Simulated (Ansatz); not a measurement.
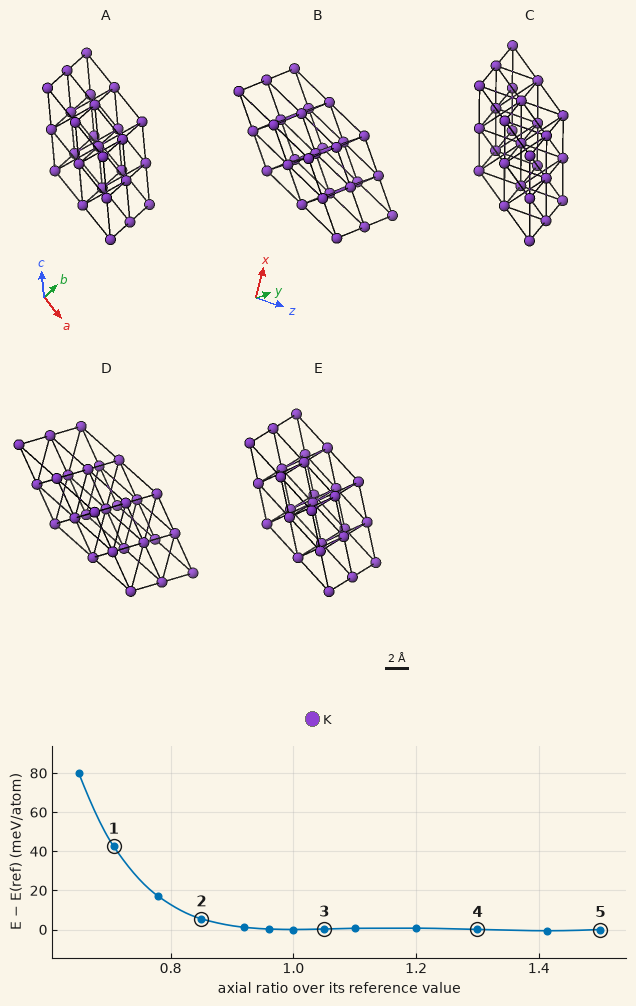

Solid K (Im-3m): the ratio of the cell's length along z to its lengths across, counted as 1 for the reference, is changed at fixed volume (a tetragonal or Bain path), with the atoms kept at their fractional coordinates. x, y and z are the Cartesian axes of the input. The frames are shuffled; the numbered points of the plot belong to them. The picture is a ball-and-stick view of the cell of the calculation, repeated 2 × 2 × 2 with one cell outlined, seen slightly off an axis.

Computed with DFT PBEsol, scalar-relativistic, plane waves, PAW in Ansatz. Settings: plane-wave cutoff 420 eV; k-point mesh 14 × 14 × 14; occupations gaussian; smearing width 0.15 eV; no spin polarisation. Energies (free energies at the smearing named) are counted from the cell as listed in its source, which wasn't relaxed.

> Which frame belongs to which numbered point?

Point 1 is frame C (the relative ratio 0.707, 42.6 meV/atom); 2 is frame A (the relative ratio 0.85, 5.5 meV/atom); 3 is frame E (the relative ratio 1.05, 0.2 meV/atom); 4 is frame B (the relative ratio 1.30, 0.0 meV/atom); 5 is frame D (the relative ratio 1.50, 0.0 meV/atom). The lowest computed point lies at the relative ratio 1.414 (−0.6 meV/atom). The distortion takes the space group from Im-3m to I4/mmm. At the relative ratio 1.50 the cell of the drawing goes a 4.535 → 4.715 Å, b 4.535 → 4.715 Å, c 4.535 → 4.715 Å, α 109.5° → 122.0°, β 109.5° → 122.0°, γ 109.5° → 86.6°.
